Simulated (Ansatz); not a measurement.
# Ru: geometry relaxation (part 1 of 2)

Ru (slab, 16 atoms in the cell), computed with DFT PBE+D3(BJ), scalar-relativistic, plane waves, PAW, no spin polarisation (Ansatz 0.2.0).

The structure derives from an entry of the Crystallography Open Database. The input holds or restrains some coordinates. Forces given for the steps count only the free coordinates. It belongs to a series of runs on one base structure; here: clean slab, lower planes held.

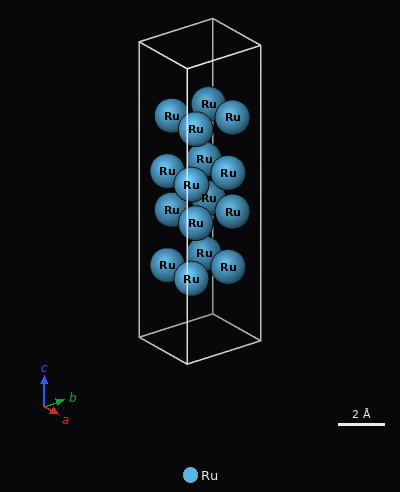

Fig. 1: The starting structure (spheres-only view of the cell of the calculation, with the vacuum cut short, seen slightly off an axis). An atom can appear more than once, as a periodic image.

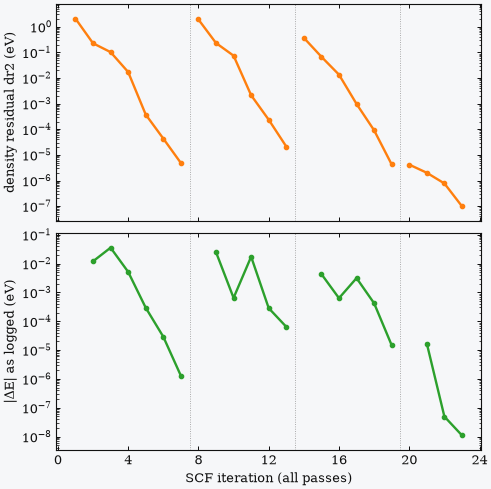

Fig. 2: Convergence of the self-consistent field: density residual dr2 and size of the energy change against the SCF iteration. The dotted lines part the SCF passes of the relaxation: geometry steps, rejected trials and re-solves on a re-selected basis. The passes take 7, 6, 6 and 4 iterations.

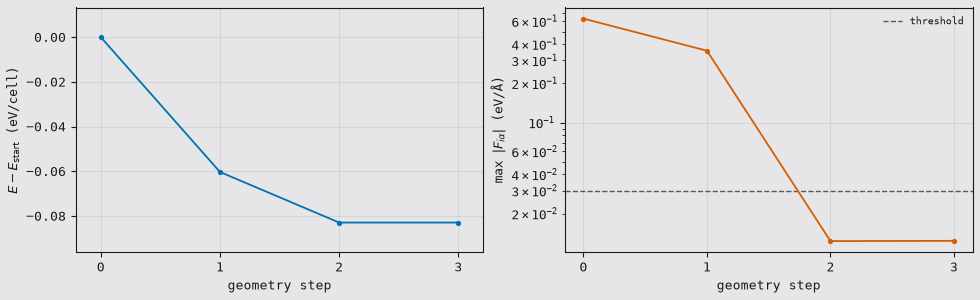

Fig. 3: Progress of the restrained relaxation, step by step (the first geometry is step 0 here and step 1 in the log).

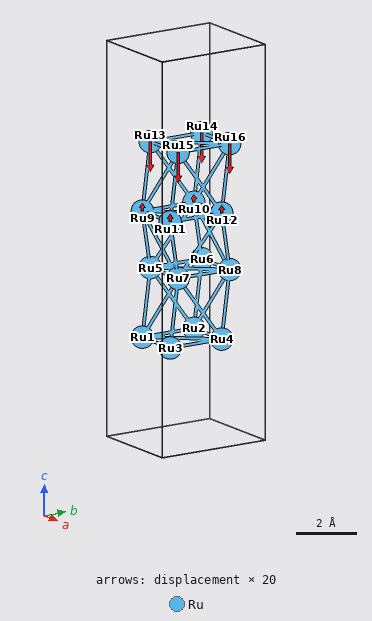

Fig. 4: The starting structure with the displacements as red arrows, magnified 20 times (ball-and-stick view of the cell of the calculation, with the vacuum cut short, seen slightly off an axis). The largest moves, 0.052 Å, are those of Ru13, Ru14, Ru15 and Ru16. The cell doesn't change. Among the contacts that change: Ru10–Ru13 2.641 → 2.588 Å, Ru5–Ru10 2.641 → 2.653 Å. Over 3 geometry steps the energy falls by 82.9 meV per cell of the calculation. Largest force component: 0.63 eV/Å at the start, 0.012 eV/Å at the end. (Atoms are counted from 1 in the order of the input.)

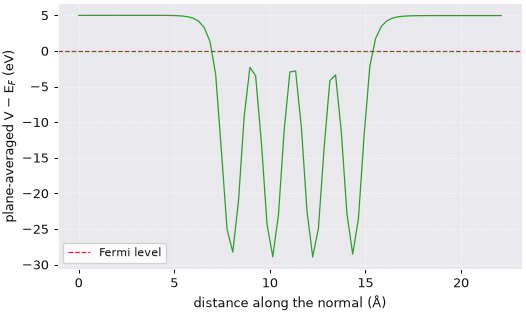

Fig. 5: Plane average of the electrostatic potential energy of an electron across the cell, from the Fermi level. The vacuum level lies 4.97 eV above the Fermi level on the upper side and 5.00 eV on the lower.

The input and output of the run follow.

**Input**
```yaml
crystal:
  lattice:
    - [5.3951895486, 0.0, 0.0]
    - [-2.6975947743, 4.6723712073, 0.0]
    - [0.0, 0.0, 22.3987269943]
  atoms:
    - { symbol: Ru, position: [0.3333333333, 0.1666666667, 0.3571631549] }
    - { symbol: Ru, position: [0.3333333333, 0.6666666667, 0.3571631549] }
    - { symbol: Ru, position: [0.8333333333, 0.1666666667, 0.3571631549] }
    - { symbol: Ru, position: [0.8333333333, 0.6666666667, 0.3571631549] }
    - { symbol: Ru, position: [0.1666666667, 0.3333333333, 0.4523877183] }
    - { symbol: Ru, position: [0.1666666667, 0.8333333333, 0.4523877183] }
    - { symbol: Ru, position: [0.6666666667, 0.3333333333, 0.4523877183] }
    - { symbol: Ru, position: [0.6666666667, 0.8333333333, 0.4523877183] }
    - { symbol: Ru, position: [0.3333333333, 0.1666666667, 0.5476122817] }
    - { symbol: Ru, position: [0.3333333333, 0.6666666667, 0.5476122817] }
    - { symbol: Ru, position: [0.8333333333, 0.1666666667, 0.5476122817] }
    - { symbol: Ru, position: [0.8333333333, 0.6666666667, 0.5476122817] }
    - { symbol: Ru, position: [0.1666666667, 0.3333333333, 0.6428368451] }
    - { symbol: Ru, position: [0.1666666667, 0.8333333333, 0.6428368451] }
    - { symbol: Ru, position: [0.6666666667, 0.3333333333, 0.6428368451] }
    - { symbol: Ru, position: [0.6666666667, 0.8333333333, 0.6428368451] }
basis:
  ecutwfc: 420
kpoints:
  mp_grid: { grid: [4, 4, 1] }
hamiltonian:
  xc: pbe
  dispersion: d3bj
scf:
  occupations: { method: gaussian, width: 0.1 }
output:
  forces: true
  eigenvalues: true
relax:
  adjacent_minimum: "off"
  f_tol: 0.03
  max_steps: 70
  constraints: [{ sites: [0, 1, 2, 3, 4, 5, 6, 7] }]
efield:
  axis: 3
  dipole_correction: true
  ramp_width: 0.04
```

Launched with:
```bash
ansatz run input.yaml --threads 8 --pin off --max-ram 20480MiB --backend cpu --events-out ev --progress --plain --runs-dir out
```

**The program's output**
```
Engine: ansatz 0.2.0, x86_64-unknown-linux-gnu
Pseudopotentials: kind: paw
Pseudopotential: Ru, paw, valence charge 16, recommended cutoff 420 eV (normal), Ru.paw.azcp
Functional definition: PBE
  parameter kappa = 0.804
  parameter beta = 0.06672455060314922
  exchange = pbe_x(kappa = kappa, mu = beta*pi^2/3)
  correlation = pbe_c(beta = beta)
Crystal: 16 atoms, lattice volume = 564.634 Å³
Basis set: ecut = 420 eV, 10977 PW (Γ), exchange–correlation on 80×80×300 points (8 copies of the dense FFT grid, shifted against one another)
Bands: 154, of which v1, the nominal top of the filled ones, is band 128 counted from 1 (127 counted from 0)
Symmetry: 24 space group operations
k-points: 4 of 16 (time reversal used)
Non-local potential: Ru, projectors of the file, l = 0: 3, l = 1: 2, l = 2: 2, l = 3: 1
PAW form: soft (Blöchl's): semilocal exchange-correlation on the pseudo side does not see the compensation charge
PAW one-centre angular grid: Ru, 590 points (default); XC on 64 Gauss nodes
Initial density: superposition of atomic densities (neutral atoms: chi_scale 0, normalization atom), corrected by the library's trained network
Initial wavefunctions: pseudopotential atomic-orbital guess
Functional: x = pbe(κ = 0.804, μ = 0.2195149727645171), c = pbe(β = 0.06672455060314922)
SCF iter   1: F=—  HF=-94057.989940 eV  |F-HF|=—  |Δ(HF+E_count)|=         —  Δρ=1.04e-2  dr2=2.07e0  ethr=1.77e-3  p=0.000 e·Å  D=2.19e-13 V/Å  ΔV_dip=-0.00 eV  dr2_dipole=6.55e-6  V_vac-E_F(+/−)=4.72/4.72 eV  ⟨swp⟩=7.2  Hψ=2477  notcnv=0
efield: sawtooth ramp at fractional position 0.9800 (placed from the atoms, in the widest stretch of the axis that holds none; the zero of the levels goes with the place), width 0.0400; the density the first Hamiltonian is built on has a dipole p = 0.000 e·Å; the dipole correction subtracts the counter field D = 2.19e-13 V/Å, which shifts the + side's vacuum level by -0.00 eV against the − side's; the planar-averaged density in the ramp window peaks in size at 1.1e-5 e/Å³
preconditioner: auto → LDOS  [metal: Δε(μ)=0.025 eV  Ē_g=4.331 eV  σ=0.100 eV  W_gap=0.14  n_scr=124 (ndim 8)  ℏωp=17.7 eV  f_vac=0.553  D(μ)=29.26/eV (n_scr^D=290)  β→1.0]
SCF iter   2: F=—  HF=-94057.977980 eV  |F-HF|=—  |Δ(HF+E_count)|=   1.20e-2  Δρ=6.71e-3  dr2=2.26e-1  ethr=8.09e-4  p=-0.000 e·Å  D=-2.75e-6 V/Å  ΔV_dip=0.00 eV  dr2_dipole=4.00e-6  V_vac-E_F(+/−)=4.87/4.87 eV  ⟨swp⟩=2.0  Hψ=729  notcnv=0  defer=17
SCF iter   3: F=—  HF=-94057.942412 eV  |F-HF|=—  |Δ(HF+E_count)|=   3.56e-2  Δρ=2.81e-3  dr2=1.02e-1  ethr=8.84e-5  p=-0.000 e·Å  D=-2.31e-6 V/Å  ΔV_dip=0.00 eV  dr2_dipole=1.05e-6  V_vac-E_F(+/−)=4.95/4.95 eV  ⟨swp⟩=2.8  Hψ=784  notcnv=0  defer=17
SCF iter   4: F=—  HF=-94057.937252 eV  |F-HF|=—  |Δ(HF+E_count)|=   5.16e-3  Δρ=9.29e-4  dr2=1.71e-2  ethr=4.00e-5  p=-0.000 e·Å  D=-2.52e-6 V/Å  ΔV_dip=0.00 eV  dr2_dipole=2.38e-7  V_vac-E_F(+/−)=4.98/4.98 eV  ⟨swp⟩=1.8  Hψ=583  notcnv=0  defer=17
SCF iter   5: F=—  HF=-94057.936958 eV  |F-HF|=—  |Δ(HF+E_count)|=   2.94e-4  Δρ=1.26e-4  dr2=3.74e-4  ethr=6.68e-6  p=-0.000 e·Å  D=-1.40e-6 V/Å  ΔV_dip=0.00 eV  dr2_dipole=3.17e-8  V_vac-E_F(+/−)=5.02/5.02 eV  ⟨swp⟩=2.0  Hψ=860  notcnv=0  defer=9
SCF iter   6: F=—  HF=-94057.936987 eV  |F-HF|=—  |Δ(HF+E_count)|=   2.90e-5  Δρ=5.39e-5  dr2=4.34e-5  ethr=1.46e-7  p=-0.000 e·Å  D=-4.52e-7 V/Å  ΔV_dip=0.00 eV  dr2_dipole=1.44e-9  V_vac-E_F(+/−)=5.03/5.03 eV  ⟨swp⟩=2.0  Hψ=760  notcnv=0  defer=9
SCF iter   7: F=-94057.936984 eV  HF=-94057.936986 eV  |F-HF|=1.95e-6  |Δ(HF+E_count)|=   1.29e-6  Δρ=2.12e-5  dr2=4.85e-6  ethr=8.79e-9  p=-0.000 e·Å  D=-2.05e-7 V/Å  ΔV_dip=0.00 eV  dr2_dipole=5.87e-11  V_vac-E_F(+/−)=5.04/5.04 eV  ⟨swp⟩=11.8  Hψ=2849  notcnv=0
SCF 1 converged in 7 iterations: F = -94057.936984 eV  dr2 = 4.85e-6
  greatest PAW one-centre occupation: 0.998 electrons in one spin orbital (limit 2), on the Ru atom at site 15 (counted from 0), in its partial waves of l = 0
relax step   1: F+E_penalty+E_count = -94057.93698376 eV  Δ(F+E_penalty+E_count) = +0.000e0 eV  max|allowed force component| = 6.291e-1 eV/Å  Δτ_max = 0.0000 Å  (7 SCF iters, dr2 threshold 2.25e-5 eV, accepted)
Initial density: handed on by an earlier stage of this run
Initial wavefunctions: those handed on with the density
iter 1 solved again at ethr=8.32e-4 eV; its pass at ethr=3.10e-3 eV (dr2=2.13e0 eV) is discarded
SCF iter   1: F=—  HF=-94058.038622 eV  |F-HF|=—  |Δ(HF+E_count)|=         —  Δρ=6.61e-3  dr2=1.91e0  ethr=8.32e-4  p=-0.000 e·Å  D=-4.75e-7 V/Å  ΔV_dip=0.00 eV  dr2_dipole=7.79e-1  V_vac-E_F(+/−)=5.01/5.01 eV  ⟨swp⟩=1.0  Hψ=1705  notcnv=0  defer=50
efield: sawtooth ramp at fractional position 0.9800 (handed on by an earlier solve), width 0.0400; the density the first Hamiltonian is built on has a dipole p = -0.000 e·Å; the dipole correction subtracts the counter field D = -4.75e-7 V/Å, which shifts the + side's vacuum level by +0.00 eV against the − side's; the planar-averaged density in the ramp window peaks in size at 1.8e-6 e/Å³
preconditioner: auto → LDOS  [metal: Δε(μ)=0.093 eV  Ē_g=4.421 eV  σ=0.100 eV  W_gap=0.44  n_scr=124 (ndim 8)  ℏωp=17.7 eV  f_vac=0.557  D(μ)=28.89/eV (n_scr^D=278)  β→1.0]
SCF iter   2: F=—  HF=-94058.013663 eV  |F-HF|=—  |Δ(HF+E_count)|=   2.50e-2  Δρ=2.16e-3  dr2=2.31e-1  ethr=7.44e-4  p=0.003 e·Å  D=1.00e-3 V/Å  ΔV_dip=-0.02 eV  dr2_dipole=8.54e-2  V_vac-E_F(+/−)=4.97/4.99 eV  ⟨swp⟩=1.8  Hψ=570  notcnv=0  defer=50
SCF iter   3: F=—  HF=-94058.014309 eV  |F-HF|=—  |Δ(HF+E_count)|=   6.46e-4  Δρ=2.56e-3  dr2=7.41e-2  ethr=9.03e-5  p=0.006 e·Å  D=1.78e-3 V/Å  ΔV_dip=-0.04 eV  dr2_dipole=1.74e-3  V_vac-E_F(+/−)=4.96/5.00 eV  ⟨swp⟩=3.2  Hψ=1159  notcnv=0  defer=50
SCF iter   4: F=—  HF=-94057.996963 eV  |F-HF|=—  |Δ(HF+E_count)|=   1.73e-2  Δρ=4.51e-4  dr2=2.12e-3  ethr=2.89e-5  p=0.006 e·Å  D=2.06e-3 V/Å  ΔV_dip=-0.05 eV  dr2_dipole=2.29e-4  V_vac-E_F(+/−)=4.95/4.99 eV  ⟨swp⟩=2.8  Hψ=987  notcnv=0  defer=50
SCF iter   5: F=—  HF=-94057.997248 eV  |F-HF|=—  |Δ(HF+E_count)|=   2.85e-4  Δρ=1.28e-4  dr2=2.36e-4  ethr=8.30e-7  p=0.007 e·Å  D=2.22e-3 V/Å  ΔV_dip=-0.05 eV  dr2_dipole=7.22e-5  V_vac-E_F(+/−)=4.95/5.00 eV  ⟨swp⟩=2.8  Hψ=1119  notcnv=0  defer=50
SCF iter   6: F=-94057.997303 eV  HF=-94057.997313 eV  |F-HF|=9.84e-6  |Δ(HF+E_count)|=   6.41e-5  Δρ=3.59e-5  dr2=2.12e-5  ethr=9.66e-9  p=0.008 e·Å  D=2.45e-3 V/Å  ΔV_dip=-0.05 eV  dr2_dipole=1.47e-6  V_vac-E_F(+/−)=4.94/4.99 eV  ⟨swp⟩=12.5  Hψ=3273  notcnv=0
SCF 2 converged in 6 iterations: F = -94057.997303 eV  dr2 = 2.12e-5
relax step   2: F+E_penalty+E_count = -94057.99730280 eV  Δ(F+E_penalty+E_count) = -6.032e-2 eV  max|allowed force component| = 3.565e-1 eV/Å  Δτ_max = 0.0893 Å  (6 SCF iters, dr2 threshold 2.47e-5 eV, accepted)
SCF iter   1: F=—  HF=-94058.026330 eV  |F-HF|=—  |Δ(HF+E_count)|=         —  Δρ=2.96e-3  dr2=3.68e-1  ethr=1.34e-3  p=0.008 e·Å  D=2.45e-3 V/Å  ΔV_dip=-0.05 eV  dr2_dipole=1.37e-1  V_vac-E_F(+/−)=4.95/5.00 eV  ⟨swp⟩=2.2  Hψ=809  notcnv=0  defer=41
efield: sawtooth ramp at fractional position 0.9800 (handed on by an earlier solve), width 0.0400; the density the first Hamiltonian is built on has a dipole p = 0.008 e·Å; the dipole correction subtracts the counter field D = 2.45e-3 V/Å, which shifts the + side's vacuum level by -0.05 eV against the − side's; the planar-averaged density in the ramp window peaks in size at 1.7e-6 e/Å³
preconditioner: auto → LDOS  [metal: Δε(μ)=0.041 eV  Ē_g=4.380 eV  σ=0.100 eV  W_gap=0.23  n_scr=124 (ndim 8)  ℏωp=17.7 eV  f_vac=0.553  D(μ)=31.05/eV (n_scr^D=304)  β→1.0]
SCF iter   2: F=—  HF=-94058.021995 eV  |F-HF|=—  |Δ(HF+E_count)|=   4.33e-3  Δρ=8.83e-4  dr2=6.72e-2  ethr=1.44e-4  p=0.009 e·Å  D=2.74e-3 V/Å  ΔV_dip=-0.06 eV  dr2_dipole=2.79e-2  V_vac-E_F(+/−)=4.95/5.01 eV  ⟨swp⟩=1.0  Hψ=712  notcnv=0  defer=47
SCF iter   3: F=—  HF=-94058.022628 eV  |F-HF|=—  |Δ(HF+E_count)|=   6.32e-4  Δρ=1.19e-3  dr2=1.35e-2  ethr=2.63e-5  p=0.007 e·Å  D=2.16e-3 V/Å  ΔV_dip=-0.05 eV  dr2_dipole=1.00e-4  V_vac-E_F(+/−)=4.96/5.01 eV  ⟨swp⟩=2.0  Hψ=802  notcnv=0  defer=47
SCF iter   4: F=—  HF=-94058.019493 eV  |F-HF|=—  |Δ(HF+E_count)|=   3.14e-3  Δρ=2.47e-4  dr2=9.72e-4  ethr=5.29e-6  p=0.007 e·Å  D=2.14e-3 V/Å  ΔV_dip=-0.05 eV  dr2_dipole=1.72e-4  V_vac-E_F(+/−)=4.96/5.01 eV  ⟨swp⟩=2.8  Hψ=1035  notcnv=0  defer=47
SCF iter   5: F=—  HF=-94058.019912 eV  |F-HF|=—  |Δ(HF+E_count)|=   4.20e-4  Δρ=6.35e-5  dr2=9.10e-5  ethr=3.80e-7  p=0.006 e·Å  D=2.06e-3 V/Å  ΔV_dip=-0.05 eV  dr2_dipole=3.92e-5  V_vac-E_F(+/−)=4.96/5.01 eV  ⟨swp⟩=2.8  Hψ=960  notcnv=0  defer=47
SCF iter   6: F=-94058.019925 eV  HF=-94058.019927 eV  |F-HF|=1.74e-6  |Δ(HF+E_count)|=   1.47e-5  Δρ=1.82e-5  dr2=4.24e-6  ethr=3.10e-9  p=0.006 e·Å  D=1.96e-3 V/Å  ΔV_dip=-0.04 eV  dr2_dipole=1.02e-6  V_vac-E_F(+/−)=4.96/5.01 eV  ⟨swp⟩=11.8  Hψ=3254  notcnv=0
SCF 3 converged in 6 iterations: F = -94058.019925 eV  dr2 = 4.24e-6
relax step   3: F+E_penalty+E_count = -94058.01992508 eV  Δ(F+E_penalty+E_count) = -2.262e-2 eV  max|allowed force component| = 1.229e-2 eV/Å  Δτ_max = 0.0373 Å  (6 SCF iters, dr2 threshold 7.94e-6 eV, accepted)
iter 1 solved again at ethr=1.64e-9 eV; its pass at ethr=3.10e-3 eV (dr2=4.19e-6 eV) is discarded
SCF iter   1: F=—  HF=-94058.019946 eV  |F-HF|=—  |Δ(HF+E_count)|=         —  Δρ=1.83e-5  dr2=4.18e-6  ethr=1.64e-9  p=0.006 e·Å  D=1.96e-3 V/Å  ΔV_dip=-0.04 eV  dr2_dipole=8.78e-7  V_vac-E_F(+/−)=4.96/5.01 eV  ⟨swp⟩=1.0  Hψ=1456  notcnv=0
efield: sawtooth ramp at fractional position 0.9800 (handed on by an earlier solve), width 0.0400; the density the first Hamiltonian is built on has a dipole p = 0.006 e·Å; the dipole correction subtracts the counter field D = 1.96e-3 V/Å, which shifts the + side's vacuum level by -0.04 eV against the − side's; the planar-averaged density in the ramp window peaks in size at 1.5e-6 e/Å³
preconditioner: auto → LDOS  [metal: Δε(μ)=0.041 eV  Ē_g=4.380 eV  σ=0.100 eV  W_gap=0.23  n_scr=124 (ndim 8)  ℏωp=17.7 eV  f_vac=0.553  D(μ)=31.06/eV (n_scr^D=304)  β→1.0]
SCF iter   2: F=—  HF=-94058.019929 eV  |F-HF|=—  |Δ(HF+E_count)|=   1.68e-5  Δρ=1.08e-5  dr2=2.01e-6  ethr=1.63e-9  p=0.006 e·Å  D=1.89e-3 V/Å  ΔV_dip=-0.04 eV  dr2_dipole=4.79e-7  V_vac-E_F(+/−)=4.96/5.01 eV  ⟨swp⟩=2.0  Hψ=816  notcnv=0
SCF iter   3: F=—  HF=-94058.019929 eV  |F-HF|=—  |Δ(HF+E_count)|=   4.93e-8  Δρ=6.40e-6  dr2=7.72e-7  ethr=7.84e-10  p=0.006 e·Å  D=1.87e-3 V/Å  ΔV_dip=-0.04 eV  dr2_dipole=2.91e-7  V_vac-E_F(+/−)=4.96/5.01 eV  ⟨swp⟩=2.5  Hψ=893  notcnv=0
SCF iter   4: F=-94058.019929 eV  HF=-94058.019929 eV  |F-HF|=7.17e-8  |Δ(HF+E_count)|=   1.10e-8  Δρ=2.59e-6  dr2=9.94e-8  ethr=3.91e-11  p=0.006 e·Å  D=1.84e-3 V/Å  ΔV_dip=-0.04 eV  dr2_dipole=6.05e-8  V_vac-E_F(+/−)=4.96/5.01 eV  ⟨swp⟩=5.8  Hψ=2785  notcnv=0
SCF 4 converged in 4 iterations: F = -94058.019929 eV  dr2 = 9.94e-8
relax step   4: F+E_penalty+E_count = -94058.01992887 eV  Δ(F+E_penalty+E_count) = -3.789e-6 eV  max|allowed force component| = 1.235e-2 eV/Å  Δτ_max = 0.0000 Å  (4 SCF iters, accepted)
SCF converged after 4 iterations
Free energy (F): -94058.019929 eV
Harris-Foulkes:  -94058.019929 eV  (|F-HF|=7.17e-8)
Internal energy: -94057.864619 eV  (E = F + TS)
E sigma→0 (E₀):  -94057.942274 eV
Entropy (-TS):   -0.155310 eV (-9.707 meV/atom)
Fermi energy:    6.061258 eV
Dipole field:    D = 0.001646 V/Å  (p = 0.005137 e·Å, saw-weighted, corrected)
Work function:   Φ+ = 4.9666 eV   Φ− = 5.0035 eV
Levels:          The Fermi level and band energies are counted from a zero that moves with the ramp; work functions are not
--- Per-component energies (eV) ---
  E_band       = -5284.764918
  E_kinetic    = 8220.300565
  E_local      = -367625.315385  (includes V_loc(G=0)·N_el)
  E_nonlocal   = 5498.020038
  E_hartree    = 177994.000248
  E_xc         = -3038.665855
  E_vxc        = -3813.467435  (∫ρ·V_xc dr)
  E_paw        = -55375.168442  (= ΣΔE_a)
  E_vpaw       = -3552.364382  (= ΣTr[D̂ρ^β])
  E_aug_tail   = -0.003093  (compensation charges beyond the density's cutoff)
  E_efield     = 0.000004  (sawtooth field / dipole correction)
  E_vefield    = 0.003992  (∫n·V_field dr)
  E_ewald      = 140276.347658
  E_disp       = -7.380356  (pairwise vdW)
  E_smearing   = -0.155310  (= −TS)
  E_closure    = 0.000000  (closes the sum)
  Σ components = -94058.019929   (vs F -94058.019929, Δ=0.00e0)
```
